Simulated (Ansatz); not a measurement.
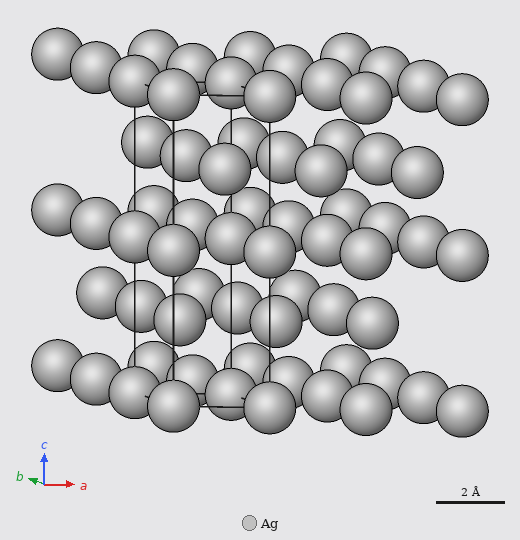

This is a crystal of Ag (set up in P6_3/mmc). A spheres-only model of the cell of the calculation, repeated 3 × 3 × 1 with one cell outlined, seen slightly off an axis.

Method: DFT PBEsol, scalar-relativistic, plane waves, PAW (Ansatz 0.2.0). (plane-wave cutoff 420 eV; k-point mesh 18 × 18 × 4; occupations gaussian; smearing width 0.1 eV; no spin polarisation)

Change: The volume is changed by −9.0 %. The atoms are relaxed in that cell.

What does the calculation give for the changed structure?

Answer. The energy rises by 61.9 meV per atom. Pressure: 0.0 GPa before, 14.7 GPa after. It is metallic before and after. The drawn cell changes as follows: a = b 2.871 → 2.782 Å (−3.1 %), c 9.338 → 9.049 Å (−3.1 %); the volume changes by −9.0 %. No atom moves by more than 0.005 Å relative to the cell. Near-neighbour distances before and after: Ag–Ag 2.867 → 2.775 to 2.782 Å. The space group stays P6_3/mmc (No. 194).

The changed structure in the same view:

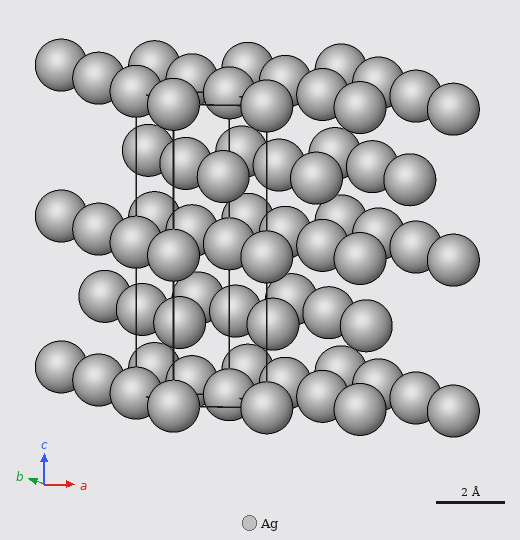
